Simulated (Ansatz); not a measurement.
## Run report: Al18H2O, geometry relaxation (part 6 of 6)

Al18H2O (slab, 42 atoms in the cell); DFT PBE+D3(BJ), scalar-relativistic, plane waves, PAW, no spin polarisation (Ansatz 0.2.0); cutoff 420 eV, 3×3×1 k-mesh, Gaussian smearing of 0.1 eV. The structure derives from an entry of the Crystallography Open Database. The input holds or restrains some coordinates. Forces given for the steps count only the free coordinates. It belongs to a series of runs on one base structure; here: 2 H2O a cell, flat, over a top Al site.

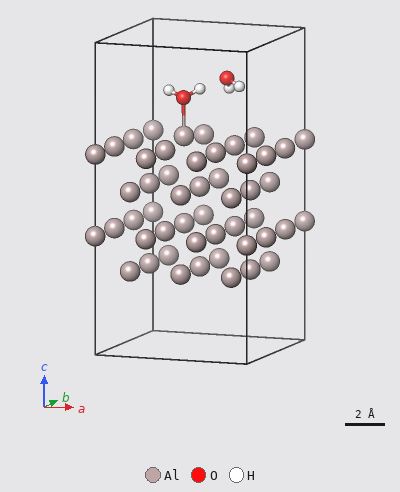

The geometry at step 45 of the log (ball-and-stick view of the cell of the calculation, with the vacuum cut short, seen slightly off an axis).

Trajectory as extended XYZ, continued:
```
42
Lattice="8.4486 0.0000 0.0000 0.0000 8.4486 0.0000 0.0000 0.0000 23.9741" Properties=species:S:1:pos:R:3:forces:R:3 step=43 energy=-20550.08330
Al    1.4081    1.4081    8.0000   -0.0054   0.0058  -0.4364
Al    1.4081    4.2243    8.0000   -0.0183  -0.0126  -0.4489
Al    1.4081    7.0405    8.0000   -0.0182   0.0105  -0.4377
Al    4.2243    1.4081    8.0000    0.0011   0.0013  -0.4359
Al    4.2243    4.2243    8.0000    0.0169  -0.0133  -0.4521
Al    4.2243    7.0405    8.0000    0.0151   0.0138  -0.4411
Al    7.0405    1.4081    8.0000    0.0037  -0.0014  -0.4223
Al    7.0405    4.2243    8.0000    0.0007   0.0005  -0.4290
Al    7.0405    7.0405    8.0000    0.0001   0.0020  -0.4251
Al    2.8162    2.8162    9.9914   -0.0061  -0.0241   0.4054
Al    2.8162    5.6324    9.9914   -0.0089  -0.0010   0.4550
Al    2.8162    0.0000    9.9914   -0.0053   0.0177   0.4210
Al    5.6324    2.8162    9.9914   -0.0078   0.0171   0.4397
Al    5.6324    5.6324    9.9914    0.0257  -0.0030   0.4185
Al    5.6324    0.0000    9.9914   -0.0140  -0.0194   0.4524
Al    0.0000    2.8162    9.9914    0.0150   0.0178   0.4405
Al    0.0000    5.6324    9.9914   -0.0152   0.0003   0.4253
Al    0.0000    0.0000    9.9914    0.0172  -0.0212   0.4533
Al    4.2108    4.2290   12.2107    0.0004   0.0008   0.0022
Al    4.2131    7.0223   12.2159    0.0000  -0.0008   0.0022
Al    4.2255    1.4088   12.1764    0.0001   0.0016   0.0013
Al    7.0382    4.2166   12.1888    0.0028   0.0003   0.0043
Al    7.0475    7.0337   12.1856    0.0029  -0.0004   0.0038
Al    7.0479    1.4077   12.1889    0.0011   0.0012   0.0023
Al    1.4180    4.2278   12.2204   -0.0018  -0.0011   0.0028
Al    1.4233    7.0168   12.2284   -0.0018   0.0015   0.0020
Al    1.4075    1.4012   12.1845   -0.0006   0.0015   0.0017
Al    5.6178    5.6253   14.2522    0.0015  -0.0005  -0.0015
Al    5.6501    0.0059   14.2511    0.0016   0.0005  -0.0026
Al    5.6334    2.8126   14.2949    0.0013   0.0015   0.0008
Al   -0.0184    5.6202   14.2608   -0.0040   0.0015  -0.0026
Al    0.0122   -0.0120   14.3050   -0.0004   0.0009  -0.0001
Al   -0.0011    2.8013   14.2960   -0.0002   0.0007  -0.0006
Al    2.8072    5.6073   14.5833    0.0033   0.0001   0.0052
Al    2.8265    0.0094   14.2386    0.0000   0.0013  -0.0017
Al    2.8175    2.8078   14.2605    0.0019  -0.0004   0.0005
O     4.5265   -1.0403   17.4575    0.0448  -0.0203  -0.0286
H     4.3722   -0.2938   16.8354    0.0049  -0.0144   0.0068
H     5.3559   -1.4241   17.1044   -0.0529   0.0316   0.0234
O    11.1981    5.6836   16.5977   -0.0053   0.0015  -0.0020
H    10.3022    5.9251   16.8993    0.0073  -0.0014   0.0006
H    11.8587    6.3573   16.9955   -0.0027   0.0017  -0.0028
42
Lattice="8.4486 0.0000 0.0000 0.0000 8.4486 0.0000 0.0000 0.0000 23.9741" Properties=species:S:1:pos:R:3:forces:R:3 step=45 energy=-20550.08350
Al    1.4081    1.4081    8.0000   -0.0054   0.0057  -0.4356
Al    1.4081    4.2243    8.0000   -0.0185  -0.0128  -0.4479
Al    1.4081    7.0405    8.0000   -0.0183   0.0103  -0.4371
Al    4.2243    1.4081    8.0000    0.0006   0.0009  -0.4355
Al    4.2243    4.2243    8.0000    0.0166  -0.0135  -0.4516
Al    4.2243    7.0405    8.0000    0.0148   0.0138  -0.4409
Al    7.0405    1.4081    8.0000    0.0035  -0.0017  -0.4220
Al    7.0405    4.2243    8.0000    0.0006   0.0004  -0.4285
Al    7.0405    7.0405    8.0000    0.0000   0.0017  -0.4249
Al    2.8162    2.8162    9.9914   -0.0064  -0.0227   0.4084
Al    2.8162    5.6324    9.9914   -0.0088  -0.0010   0.4589
Al    2.8162    0.0000    9.9914   -0.0049   0.0183   0.4241
Al    5.6324    2.8162    9.9914   -0.0066   0.0185   0.4431
Al    5.6324    5.6324    9.9914    0.0266  -0.0028   0.4222
Al    5.6324    0.0000    9.9914   -0.0134  -0.0192   0.4559
Al    0.0000    2.8162    9.9914    0.0155   0.0189   0.4429
Al    0.0000    5.6324    9.9914   -0.0147   0.0000   0.4288
Al    0.0000    0.0000    9.9914    0.0175  -0.0202   0.4560
Al    4.2131    4.2311   12.2122    0.0003   0.0009  -0.0028
Al    4.2148    7.0241   12.2167   -0.0008  -0.0004  -0.0037
Al    4.2274    1.4116   12.1771    0.0012   0.0007  -0.0028
Al    7.0413    4.2191   12.1908    0.0002  -0.0004  -0.0028
Al    7.0501    7.0358   12.1871    0.0002   0.0014  -0.0042
Al    7.0505    1.4106   12.1898   -0.0001   0.0005  -0.0015
Al    1.4201    4.2303   12.2232    0.0006   0.0009  -0.0022
Al    1.4243    7.0196   12.2295    0.0018   0.0000  -0.0014
Al    1.4092    1.4045   12.1854    0.0006   0.0003  -0.0013
Al    5.6202    5.6280   14.2516   -0.0030   0.0027   0.0055
Al    5.6529    0.0091   14.2490   -0.0018  -0.0010   0.0066
Al    5.6374    2.8160   14.2969   -0.0002  -0.0007  -0.0009
Al   -0.0171    5.6243   14.2632   -0.0017   0.0008  -0.0030
Al    0.0147   -0.0079   14.3064   -0.0006   0.0006  -0.0007
Al    0.0027    2.8051   14.2982   -0.0007  -0.0009  -0.0009
Al    2.8086    5.6085   14.5850    0.0049   0.0035  -0.0014
Al    2.8286    0.0119   14.2374    0.0017  -0.0020   0.0032
Al    2.8216    2.8096   14.2626    0.0005  -0.0012  -0.0014
O     4.5138   -1.0282   17.4608    0.0246  -0.0064  -0.0212
H     4.3661   -0.2924   16.8242   -0.0018  -0.0040   0.0040
H     5.3514   -1.4106   17.1293   -0.0228   0.0117   0.0148
O    11.2011    5.6842   16.5977   -0.0022   0.0065   0.0062
H    10.3045    5.9185   16.9025    0.0036  -0.0029  -0.0025
H    11.8576    6.3626   16.9954   -0.0035  -0.0050  -0.0022
```

Summary:

| quantity | value |
| --- | --- |
| outcome | converged under the restraints of the input |
| electrons treated | 124 |
| free energy | −20550.0835 eV |
| work function, top face | 3.78 eV |
| work function, bottom face | 4.36 eV |
| Fermi energy | 0.362 eV |
| gap on the k-point mesh | none (metallic) |
| final volume | 1711.26 Å³ |
| work function (upper face) | 3.78 eV |
| largest force (length of the vector) at the end, held atoms and coordinates included | 0.459 eV/Å |
| hardware | 4 threads of Intel Xeon (Granite Rapids), 192 GiB of memory available, shared host |
| wall time | 13 min (CPU time 50 min) |
| peak memory | 3.7 GiB |

The program warns: the exchange-correlation potential is rough where the density is thin.
